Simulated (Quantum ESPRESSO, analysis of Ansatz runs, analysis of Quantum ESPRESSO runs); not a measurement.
# Bond-centred H+ along c in ZnO: local vibrational mode against experiment (Quantum ESPRESSO), part 2 of 2

How near does this set-up come to the measured local vibrational mode? Subject: bond-centred H+ along c in ZnO. Set-up: PBE, JTH 2.0 PBE, 32-site cell, PBE lattice, k: the single point 1/4 1/4 1/4. The model is a cell of 32 host atoms with 1 H put in. The frequencies come from force constants among the defect atom and its neighbours, with the masses of the isotopes named. Other potentials or another program check that the number doesn't hang on one set of files.

Quantum ESPRESSO 7.5; PBE, JTH 2.0 PBE, 32-site cell, PBE lattice, k: the single point 1/4 1/4 1/4.

So far: The starting structure; Relaxation, charge +1.

## (2) Relaxation, charge +1 (continued)

Level of this step: Quantum ESPRESSO plane-wave DFT, PBE, JTH 2.0 PBE potentials; relaxation of all atoms of a defect supercell (Quantum ESPRESSO).

Relaxation path:

| step | energy less that of the first step (eV) |
| --- | --- |
| 0 | 0.0000 |
| 1 | -0.3840 |
| 2 | -0.6923 |
| 3 | -0.7379 |
| 4 | -0.7770 |
| 5 | -0.8146 |
| 6 | -0.8323 |
| 7 | -0.8423 |
| 8 | -0.8506 |
| 9 | -0.8547 |
| 10 | -0.8589 |
| 11 | -0.8627 |
| 12 | -0.8657 |
| 13 | -0.8671 |
| 14 | -0.8678 |
| 15 | -0.8681 |
| 16 | -0.8683 |
| 17 | -0.8684 |
| 18 | -0.8685 |
| 19 | -0.8686 |
| 20 | -0.8686 |

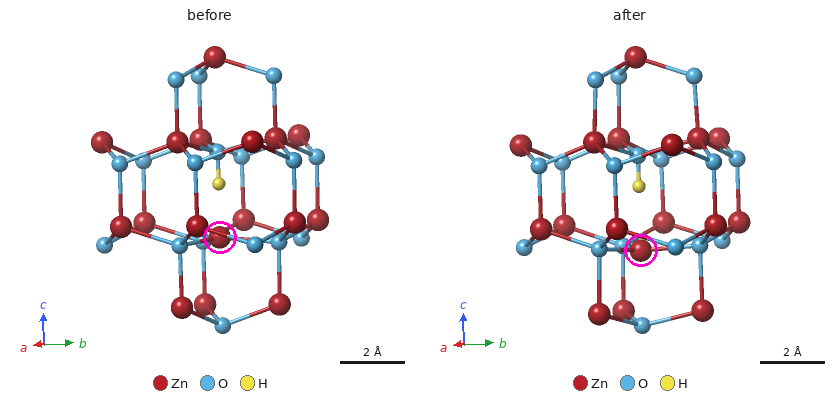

Before and after: the atoms that start within 5 Å of the centre. Zn17, which moves most, is ringed if it is among them.

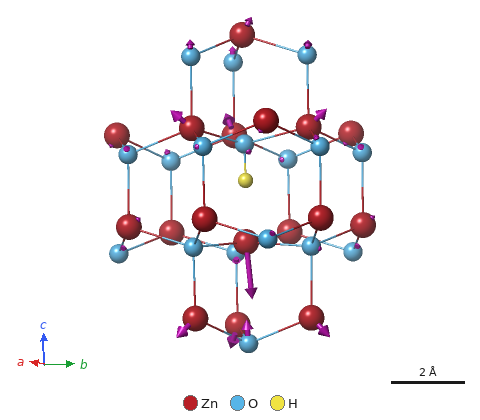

Displacements in the relaxation near the centre, exaggerated; the longest in the cell stands for 0.32 Å.

The atoms that moved most (Å):

| atom | dx | dy | dz | length |
| --- | --- | --- | --- | --- |
| Zn17 | -0.010 | 0.026 | -0.323 | 0.324 |
| Zn18 | 0.095 | -0.059 | -0.092 | 0.145 |
| Zn6 | -0.061 | -0.064 | 0.107 | 0.138 |
| Zn22 | 0.084 | -0.069 | 0.079 | 0.134 |
| Zn26 | 0.013 | 0.091 | -0.090 | 0.129 |
| Zn2 | -0.054 | -0.057 | -0.100 | 0.127 |
| Zn30 | 0.014 | 0.089 | 0.073 | 0.116 |
| O24 | 0.024 | 0.001 | 0.112 | 0.114 |

The relaxed structure:

```xyz
33
Lattice="6.5226 0.0000 0.0000 -3.2613 5.6488 0.0000 0.0000 0.0000 10.5107" Properties=species:S:1:pos:R:3 pbc="T T T"
Zn   -0.0118    1.8966    2.6355
Zn    1.5731    0.8885   -0.0817
O     1.5956    0.9244    1.9740
O     0.0061    1.8752    4.6337
Zn   -0.0173    1.9238    7.8788
Zn    1.5552    0.8843    5.3484
O     1.6273    0.9543    7.3175
O     0.0107    1.9091    9.8691
Zn   -1.6374    4.7100    2.6420
Zn    0.0175    3.7568    0.0392
O    -0.0066    3.7706    2.0247
O    -1.6278    4.7060    4.6408
Zn   -1.6236    4.7056    7.8790
Zn    0.0156    3.7589    5.2447
O    -0.0095    3.7757    7.2316
O    -1.5935    4.6852    9.8716
Zn    3.2489    1.8895    1.8525
Zn    4.9800    0.8912   -0.0769
O     4.9111    0.9320    1.9743
O     3.2596    1.8826    4.8503
Zn    3.2478    1.8922    7.9472
Zn    4.9868    0.8879    5.3403
O     4.8772    0.9535    7.3071
O     3.2699    1.8777    9.9987
Zn    1.6132    4.7124    2.6353
Zn    3.2781    3.8405   -0.0808
O     3.2573    3.8039    1.9751
O     1.6423    4.7083    4.6332
Zn    1.5916    4.7069    7.8783
Zn    3.2738    3.8574    5.3466
O     3.2520    3.7653    7.3164
O     1.6151    4.6861    9.8687
H     3.2452    1.8857    3.8752
```

Neighbours of H33 at the end:

| atom | distance (Å) |
| --- | --- |
| O20 | 0.975 |
| Zn17 | 2.023 |
| Zn6 | 2.455 |
| Zn30 | 2.460 |
| Zn22 | 2.485 |
| O3 | 2.694 |
| O27 | 2.700 |
| O19 | 2.701 |

From the first step to the last the energy fell by 0.869 eV, and the largest move was 0.32 Å (Zn17).

## (3) Atom Zn6 moved by 0.015 A along x

Force constants come from the forces after small displacements. One such run is shown.

This step: Quantum ESPRESSO plane-wave DFT, PBE, JTH 2.0 PBE potentials; single point of a defect supercell.

File pw.in:

```
&CONTROL
  calculation = 'scf'
  prefix = 'pwscf'
  outdir = './tmp'
  pseudo_dir = './pseudo'
  tprnfor = .true.
  disk_io = 'low'
/
&SYSTEM
  ibrav = 0
  nat = 33
  ntyp = 3
  ecutwfc = 40
  ecutrho = 240
  nbnd = 148
  occupations = 'smearing'
  smearing = 'fd'
  degauss = 0.00073499
  tot_charge = 1
  nosym = .true.
/
&ELECTRONS
  conv_thr = 1d-10
  electron_maxstep = 100
  mixing_beta = 0.5
/
ATOMIC_SPECIES
Zn    65.3800 Zn.GGA_PBE-JTH.UPF
O     15.9990 O.GGA_PBE-JTH.UPF
H      1.0080 H.GGA_PBE-JTH.UPF
CELL_PARAMETERS angstrom
   6.5226494897    0.0000000000    0.0000000000
  -3.2613247449    5.6487802124    0.0000000000
   0.0000000000    0.0000000000   10.5106538207
ATOMIC_POSITIONS crystal
Zn     0.1660681379    0.3357486529    0.2507461273
Zn     0.3198226062    0.1572959924   -0.0077760506
O      0.3264418471    0.1636411625    0.1878085810
O      0.1669262678    0.3319736667    0.4408526959
[... 1 atom line left out ...]
Zn     0.3190117020    0.1565507386    0.5088554643
[... 5 atom lines left out ...]
O      0.1669830857    0.8331014426    0.4415340442
[... 4 atom lines left out ...]
Zn     0.6653465757    0.3344904633    0.1762459793
[... 1 atom line left out ...]
O      0.8354188831    0.1649908522    0.1878338711
O      0.6663693573    0.3332774084    0.4614642236
[... 1 atom line left out ...]
Zn     0.8431392141    0.1571914052    0.5080818811
[... 4 atom lines left out ...]
O      0.8360866217    0.6733999071    0.1879131195
O      0.6685479875    0.8335157447    0.4408103031
[... 1 atom line left out ...]
Zn     0.8433457368    0.6828730151    0.5086825428
[... 2 atom lines left out ...]
H      0.6644430204    0.3338230726    0.3686884438
K_POINTS crystal
1
0.25 0.25 0.25 1.0
```

The run is started by

```console
$ OMP_NUM_THREADS=1 pw.x -in pw.in > pw.out
```

Output:

```text
[banner, memory and clock lines left out]
          URL

     file Zn.GGA_PBE-JTH.UPF: wavefunction(s)  0S 0P 0P 3D 0D renormalized
     file O.GGA_PBE-JTH.UPF: wavefunction(s)  0S 2P 0P renormalized
     file H.GGA_PBE-JTH.UPF: wavefunction(s)  1S 0S 0P renormalized

     G-vector sticks info

     bravais-lattice index     =            0
     lattice parameter (alat)  =      12.3260  a.u.
     unit-cell volume          =    2613.3950 (a.u.)^3
     number of atoms/cell      =           33
     number of atomic types    =            3
     number of electrons       =       288.00
     number of Kohn-Sham states=          148
     kinetic-energy cutoff     =      40.0000  Ry
     charge density cutoff     =     240.0000  Ry
     scf convergence threshold =      1.0E-10
     mixing beta               =       0.5000
     number of iterations used =            8  plain     mixing
     Exchange-correlation= SLA PW PBX PBC
                           (   1   4   3   4   0   0   0)

     celldm(1)=  12.326021  celldm(2)=   0.000000  celldm(3)=   0.000000
     celldm(4)=   0.000000  celldm(5)=   0.000000  celldm(6)=   0.000000

     crystal axes: (cart. coord. in units of alat)
               a(1) = (   1.000000   0.000000   0.000000 )
               a(2) = (  -0.500000   0.866025   0.000000 )
               a(3) = (   0.000000   0.000000   1.611409 )

     reciprocal axes: (cart. coord. in units 2 pi/alat)
               b(1) = (  1.000000  0.577350 -0.000000 )
               b(2) = (  0.000000  1.154701  0.000000 )
               b(3) = (  0.000000 -0.000000  0.620575 )

     PseudoPot. # 1 for Zn read from file:
     Zn.GGA_PBE-JTH.UPF
     Pseudo is Projector augmented-wave + core cor, Zval = 12.0
     Generated using ATOMPAW code
     Shape of augmentation charge: SINC**2
     Using radial grid of 1049 points,  6 beta functions with:
                l(1) =   0
                l(2) =   0
                l(3) =   1
                l(4) =   1
                l(5) =   2
                l(6) =   2
     Q(r) pseudized with 0 coefficients

     PseudoPot. # 2 for O  read from file:
     O.GGA_PBE-JTH.UPF
     Pseudo is Projector augmented-wave + core cor, Zval =  6.0
     Generated using ATOMPAW code
     Shape of augmentation charge: SINC**2
     Using radial grid of  943 points,  4 beta functions with:
                l(1) =   0
                l(2) =   0
                l(3) =   1
                l(4) =   1
     Q(r) pseudized with 0 coefficients

     PseudoPot. # 3 for H  read from file:
     H.GGA_PBE-JTH.UPF
     Pseudo is Projector augmented-wave + core cor, Zval =  1.0
     Generated using ATOMPAW code
     Shape of augmentation charge: SINC**2
     Using radial grid of  777 points,  3 beta functions with:
                l(1) =   0
                l(2) =   0
                l(3) =   1
     Q(r) pseudized with 0 coefficients

     atomic species   valence    mass     pseudopotential
     Zn               12.00    65.38000     Zn( 1.00)
     O                 6.00    15.99900     O ( 1.00)
     H                 1.00     1.00800     H ( 1.00)

     No symmetry found

   Cartesian axes

     site n.     atom                  positions (alat units)
         1        Zn     tau(   1) = (  -0.0018062   0.2907669   0.4040545  )
         2        Zn     tau(   2) = (   0.2411746   0.1362223  -0.0125304  )
         3        O      tau(   3) = (   0.2446213   0.1417174   0.3026364  )
         4        O      tau(   4) = (   0.0009394   0.2874976   0.7103938  )
         5        Zn     tau(   5) = (  -0.0026572   0.2949418   1.2079178  )
         6        Zn     tau(   6) = (   0.2407363   0.1355769   0.8199741  )
         7        O      tau(   7) = (   0.2494866   0.1463027   1.1218529  )
         8        O      tau(   8) = (   0.0016434   0.2926802   1.5130583  )
         9        Zn     tau(   9) = (  -0.2510277   0.7221066   0.4050514  )
        10        Zn     tau(  10) = (   0.0026792   0.5759689   0.0060037  )
        11        O      tau(  11) = (  -0.0010122   0.5780790   0.3104160  )
        12        O      tau(  12) = (  -0.2495676   0.7214870   0.7114918  )
        13        Zn     tau(  13) = (  -0.2489178   0.7214205   1.2079405  )
        14        Zn     tau(  14) = (   0.0023928   0.5762767   0.8040811  )
        15        O      tau(  15) = (  -0.0014515   0.5788530   1.1086889  )
        16        O      tau(  16) = (  -0.2442960   0.7183009   1.5134271  )
        17        Zn     tau(  17) = (   0.4981013   0.2896772   0.2840043  )
        18        Zn     tau(  18) = (   0.7634887   0.1366351  -0.0117954  )
        19        O      tau(  19) = (   0.7529235   0.1428863   0.3026771  )
        20        O      tau(  20) = (   0.4997307   0.2886267   0.7436074  )
        21        Zn     tau(  21) = (   0.4979201   0.2901014   1.2183941  )
        22        Zn     tau(  22) = (   0.7645435   0.1361318   0.8187275  )
        23        O      tau(  23) = (   0.7477358   0.1461830   1.1202704  )
        24        O      tau(  24) = (   0.5013182   0.2878770   1.5329251  )
        25        Zn     tau(  25) = (   0.2473206   0.7224618   0.4040300  )
        26        Zn     tau(  26) = (   0.5025712   0.5887979  -0.0123810  )
[...]
total energy              =   -4571.02774015 Ry
     estimated scf accuracy    <       0.04449601 Ry

     iteration #  5     ecut=    40.00 Ry     beta= 0.50
     Davidson diagonalization with overlap
     ethr =  1.55E-05,  avg # of iterations =  3.0

     total energy              =   -4571.02106185 Ry
     estimated scf accuracy    <       0.06053472 Ry

     iteration #  6     ecut=    40.00 Ry     beta= 0.50
     Davidson diagonalization with overlap
     ethr =  1.55E-05,  avg # of iterations =  3.0

     total energy              =   -4571.02868813 Ry
     estimated scf accuracy    <       0.00423975 Ry

     iteration #  7     ecut=    40.00 Ry     beta= 0.50
     Davidson diagonalization with overlap
     ethr =  1.47E-06,  avg # of iterations = 14.0

     total energy              =   -4571.03078158 Ry
     estimated scf accuracy    <       0.00035240 Ry

     iteration #  8     ecut=    40.00 Ry     beta= 0.50
     Davidson diagonalization with overlap
     ethr =  1.22E-07,  avg # of iterations =  3.0

     total energy              =   -4571.03083023 Ry
     estimated scf accuracy    <       0.00013631 Ry

     iteration #  9     ecut=    40.00 Ry     beta= 0.50
     Davidson diagonalization with overlap
     ethr =  4.73E-08,  avg # of iterations =  3.0

     total energy              =   -4571.03088675 Ry
     estimated scf accuracy    <       0.00001568 Ry

     iteration # 10     ecut=    40.00 Ry     beta= 0.50
     Davidson diagonalization with overlap
     ethr =  5.44E-09,  avg # of iterations =  2.0

     total energy              =   -4571.03088785 Ry
     estimated scf accuracy    <       0.00000275 Ry

[...]
total energy              =   -4571.03089045 Ry
[...]
total energy              =   -4571.03089147 Ry
[...]
total energy              =   -4571.03089168 Ry
[...]
iteration # 14     ecut=    40.00 Ry     beta= 0.50
     Davidson diagonalization with overlap
     ethr =  6.07E-11,  avg # of iterations =  3.0

     total energy              =   -4571.03089178 Ry
     estimated scf accuracy    <       0.00000002 Ry

     iteration # 15     ecut=    40.00 Ry     beta= 0.50
     Davidson diagonalization with overlap
     ethr =  7.76E-12,  avg # of iterations =  5.0

     total energy              =   -4571.03089179 Ry
     estimated scf accuracy    <          2.9E-09 Ry

     iteration # 16     ecut=    40.00 Ry     beta= 0.50
     Davidson diagonalization with overlap
     ethr =  1.02E-12,  avg # of iterations =  5.0

     total energy              =   -4571.03089179 Ry
     estimated scf accuracy    <          1.5E-09 Ry

     iteration # 17     ecut=    40.00 Ry     beta= 0.50
     Davidson diagonalization with overlap
     ethr =  5.34E-13,  avg # of iterations =  3.0

     total energy              =   -4571.03089179 Ry
     estimated scf accuracy    <          1.1E-10 Ry

     iteration # 18     ecut=    40.00 Ry     beta= 0.50
     Davidson diagonalization with overlap
     ethr =  1.00E-13,  avg # of iterations =  4.0

     End of self-consistent calculation

          k = 0.2500 0.4330 0.1551 ( 11165 PWs)   bands (ev):

   -11.7390  -9.7318  -9.5718  -9.5181  -9.5018  -9.3980  -9.3847  -9.3147
    -9.2528  -9.2356  -9.2277  -9.2012  -9.1540  -9.1447  -9.1098  -9.0951
     0.5241   1.8722   1.9545   1.9899   2.0049   2.0602   2.1058   2.1479
     2.1761   2.2163   2.2560   2.2806   2.3048   2.3521   2.3801   2.4231
     2.4444   2.4907   2.5094   2.5252   2.5393   2.5680   2.6035   2.6166
     2.6471   2.6510   2.6595   2.6904   2.7109   2.7293   2.7448   2.7690
     2.7908   2.8121   2.8190   2.8399   2.8606   2.8827   2.9083   2.9285
     2.9610   2.9885   3.0224   3.0647   3.0926   3.1110   3.1635   3.2415
     3.2703   3.3520   3.4628   3.5122   3.5526   3.5661   3.5896   3.6067
     3.6213   3.6440   3.6551   3.6672   3.6826   3.6904   3.7018   3.7197
[...]
4.7788   4.8402   5.0059   5.1104   5.1971   5.2341   5.2773   5.2993
     5.4811   5.6562   5.7313   5.7798   5.9540   6.0023   6.0418   6.0965
     6.1328   6.1869   6.2199   6.2956   6.3205   6.3734   6.4596   6.5239
     6.6484   6.7120   6.7765   6.8183   6.8706   6.9426   6.9958   7.1207
     7.1454   7.1714   7.2240   7.2667   7.3423   7.3774   7.6258   7.6333
    10.9557  11.7994  12.2191  12.4133

     the Fermi energy is     9.4692 ev

!    total energy              =   -4571.03089179 Ry
     total all-electron energy =     -4571.030892 Ry
     estimated scf accuracy    <          1.9E-11 Ry
     smearing contrib. (-TS)   =       0.00000000 Ry
     internal energy E=F+TS    =   -4571.03089179 Ry

     The total energy is F=E-TS. E is the sum of the following terms:
     one-electron contribution =   -1267.41016635 Ry
     hartree contribution      =     663.35915421 Ry
     xc contribution           =    -367.31500827 Ry
     ewald contribution        =   -1723.24817158 Ry
     one-center paw contrib.   =   -1876.41669980 Ry

     convergence has been achieved in  18 iterations

     Forces acting on atoms (cartesian axes, Ry/au):

     atom    1 type  1   force =     0.00004014   -0.00007672    0.00061171
     atom    2 type  1   force =     0.00017347    0.00014049    0.00003540
     atom    3 type  2   force =    -0.00011364   -0.00007612   -0.00011627
     atom    4 type  2   force =     0.00207677   -0.00101649    0.00092171
     atom    5 type  1   force =    -0.00008978   -0.00029088   -0.00030174
     atom    6 type  1   force =    -0.00536598    0.00019890   -0.00035447
     atom    7 type  2   force =     0.00025262    0.00012289    0.00013037
     atom    8 type  2   force =     0.00010761   -0.00013408    0.00007200
     atom    9 type  1   force =    -0.00001076    0.00005721   -0.00005499
     atom   10 type  1   force =     0.00020733   -0.00007929   -0.00018949
[...]
atom   29 type  1   force =    -0.00001708    0.00007839    0.00000500
     atom   30 type  1   force =     0.00006671    0.00074359    0.00021285
     atom   31 type  2   force =    -0.00011955   -0.00020214   -0.00007491
     atom   32 type  2   force =    -0.00001041    0.00005094    0.00011775
     atom   33 type  3   force =     0.00048438    0.00009362   -0.00029355

     Total force =     0.006745     Total SCF correction =     0.000009
```

Run time: 2.7 min. Hardware: 1 thread of Intel Xeon Platinum 8375C at 2.90GHz (Ice Lake), shared host; peak memory 0.76 GiB.

## (4) Local vibrational modes

Analysis of the runs above: force constants by central differences of Quantum ESPRESSO plane-wave DFT, PBE, JTH 2.0 PBE potentials forces among the atoms nearest to a defect, the others at rest.

The modes with the largest weight on the probed atoms (the light atom of a pair), for the masses of each isotope. Modes of the displaced atoms (local only where they lie over the host's phonons):

| isotopes | mode (cm⁻¹) | share of the defect atoms |
| --- | --- | --- |
| H | 3620 | 0.944 |
| H | 618.9 | 0.88 |
| H | 580.5 | 0.848 |
| D | 2632 | 0.892 |
| D | 477.4 | 0.543 |
| D | 458.3 | 0.45 |

## (5) Summary of results

```json
{
  "distance from the defect atom to its nearest neighbour": "0.975 Å",
  "O-H stretch, 1H": "3620 cm⁻¹",
  "O-D stretch, 2H": "2632 cm⁻¹"
}
```

**Reading.** O-H stretch, 1H: computed 3620 cm⁻¹, measured 3611.3 cm⁻¹; 8 cm⁻¹ (0 %) above the measurement. O-D stretch, 2H: computed 2632 cm⁻¹, measured 2668 cm⁻¹; 36 cm⁻¹ (1 %) below the measurement. The computed value is harmonic, while the measured line is the anharmonic fundamental, which for X–H stretches usually lies a few per cent lower. Only the named neighbours move, so modes near the host's band are approximate. Limits: the periodic copies of the defect are only 6.5 Å apart.

[Logs are printed without paths, hosts, clocks, repeated set-up lines and the standing remarks that a program may print on its own settings, such as how far it seeks lower states.]

[Hosts, paths, dates, database ids (printed as entryN), source tags and the programs' standing remarks are cut or masked in the printed files.]

[For some hosts the program warned that the k-mesh of the response run may be too coarse for force constants and the static dielectric constant; such warnings are not shown here.]
